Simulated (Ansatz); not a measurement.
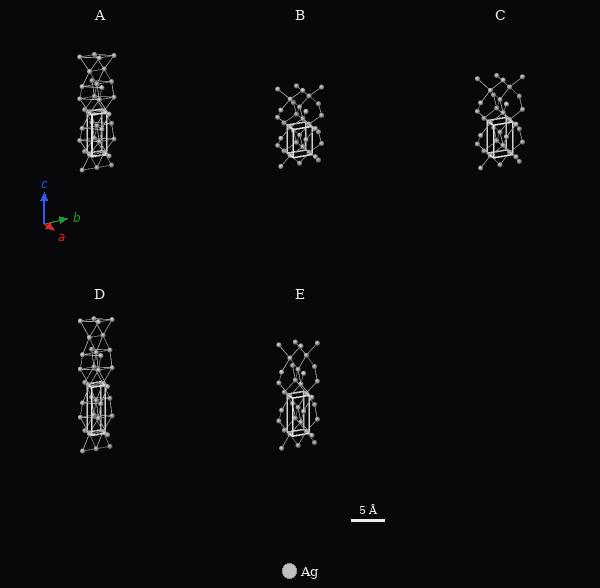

5 geometries from one relaxation of a crystal of Ag (a generated structure, set up in P6_422) (coarse preliminary run), in shuffled order. The picture is a ball-and-stick view of the cell of the calculation, repeated 1 × 1 × 2 with one cell outlined, seen slightly off an axis.

These are results of DFT PBE, scalar-relativistic, plane waves, PAW in Ansatz, not measurements. Settings: plane-wave cutoff 420 eV; k-point mesh 6 × 6 × 4; occupations gaussian; smearing width 0.1 eV; no spin polarisation; cell and atoms relaxed; force threshold 0.04 eV/Å; at most 70 steps.

### Put them in the order of the run, from the start to the converged end.

B, C, E, A, D. They are steps 0, 6, 10, 16, 26, at +2.254 eV per cell of the calculation, +1.637 eV per cell of the calculation, +1.082 eV per cell of the calculation, +0.327 eV per cell of the calculation relative to the last. No atom moves by more than 0.005 Å relative to the cell. The volume changes by −10.2 %, with a = b 4.009 → 2.905 Å (−27.5 %), c 4.392 → 7.511 Å (+71.0 %). Near-neighbour distances that change, for instance: Ag–Ag 4.009 → 2.905 Å, Ag–Ag 2.482 → 2.894 Å. Among the angles between lasting bonds that change: Ag–Ag–Ag 107.7° → 60.2°, Ag–Ag–Ag 91.2° → 128.5°, Ag–Ag–Ag 132.4° → 150.9°. The space group stays P6_422 (No. 181). The energy falls by 2.254 eV per cell of the calculation in 22 accepted moves (26 points after the start). All forces vanish by symmetry, so only the cell relaxes. Pressure: 16.83 GPa at the start and 0.04 GPa at the end. The SCF was repeated 4 times at an unchanged geometry on a basis and grid sized afresh for the cell, which shifted the energy by 0.302 eV per cell of the calculation at most. The run took 2.8 min on 1 thread of Arm Neoverse N1, with other jobs on the host, peak memory 0.34 GiB.
